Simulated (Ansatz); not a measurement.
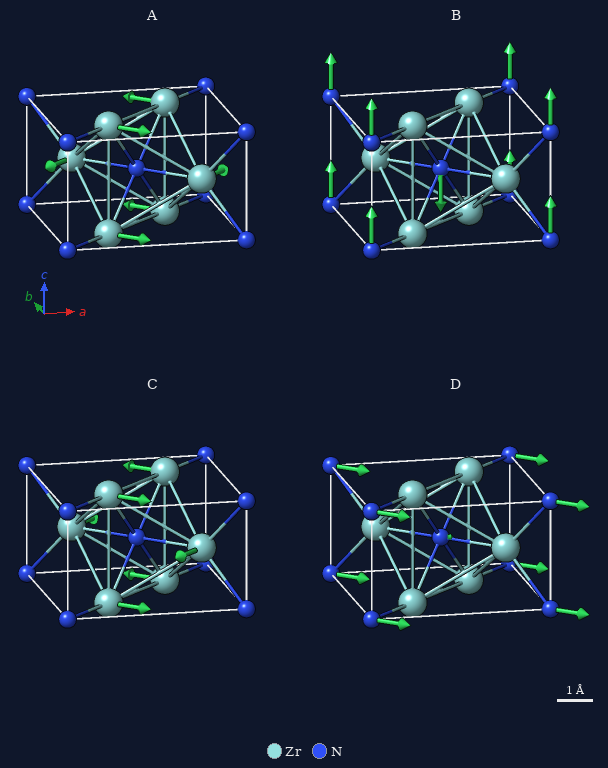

Four optical modes of crystalline Zr2N at the zone centre, in no order (one member of each degenerate set). Displacements are drawn as green arrows; their common scale and sign are arbitrary. The picture is a ball-and-stick view of the cell of the calculation, seen slightly off an axis.

Computed with DFT PBEsol, scalar-relativistic, plane waves, PAW in Ansatz 0.2.0. Settings: plane-wave cutoff 420 eV; k-point mesh 10 × 10 × 14; occupations gaussian; smearing width 0.15 eV; no spin polarisation.

Rank the modes by frequency, softest first.

A (51 cm⁻¹), C (199 cm⁻¹), D (462 cm⁻¹), B (526 cm⁻¹). A, B₁g: The N atoms stay at rest; atoms of one kind move against one another, with no net shift of their sublattice; it mainly bends the Zr–Zr, N–Zr bonds. C, A₂g: The N atoms stay at rest; atoms of one kind move against one another, with no net shift of their sublattice. D, E_u: The kinetic energy is shared as N 95 %, Zr 5 %. B, B₁u: All motion is along c; atoms of one kind move against one another, with no net shift of any sublattice; the kinetic energy is shared as N 97 %, Zr 3 %. The crystal is metallic in this run.
